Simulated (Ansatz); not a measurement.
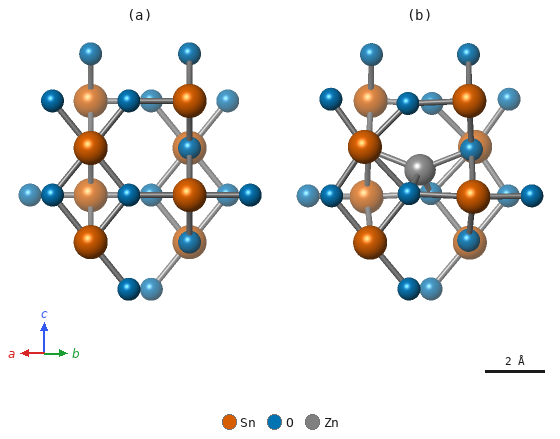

Left: perfect SnO2. Right: the same region with one point defect, after relaxing the atoms in a supercell of 72 sites. The picture is a ball-and-stick view of the atoms within 4.6 Å of one point, in a slice 3.4 Å thick across the line of sight, seen along [110].

Level of theory: DFT, PBEsol, PAW, plane waves in Ansatz 0.2.0. Set-up: plane-wave cutoff 420 eV; k-point mesh 1 × 1 × 1; mesh shifted by (0.25, 0.25, 0.25); no spin polarisation. Fermi-Dirac smearing of 0.01 eV. A uniform background neutralises the charged cell. The axes drawn are those of the host's conventional cell.

**Which defect is it?**

An extra zinc atom is put between the host's atoms (an interstitial).

The charge state of the cell is +2.

**How does the lattice respond?**

The Zn atom starts with 4 O at 1.90 to 1.91 Å around its place and ends with 4 O at 1.92 to 1.94 Å. Of the host's atoms, a tin atom moves furthest from its site, by 0.24 Å.

Limits of the set-up: the cell is charged, on a uniform background, and energies carry no finite-size correction.
